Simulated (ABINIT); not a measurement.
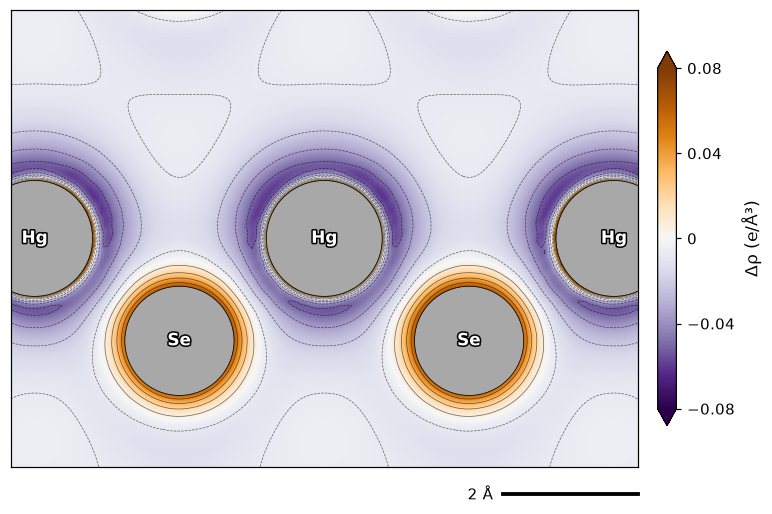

HgSe. Difference of the valence pseudo-densities of two functionals at the same geometry, on the (11̄0) plane of the calculation cell: HLE16 less REVPBE.

Both computed with ABINIT (plane waves, PAW), on the same k-point mesh. Grey discs cover the atomic cores.

What does the difference map show?

Answer. Against REVPBE, HLE16 gives less density around Hg (−0.049 e/Å³ on average at 1.0 Å from the nucleus), more density around Se (+0.030 e/Å³ on average at 1.0 Å from the nucleus), less density in the space between the atoms (−0.010 e/Å³ on average) and a change of −0.022 e/Å³ at the midpoint of Hg–Se.
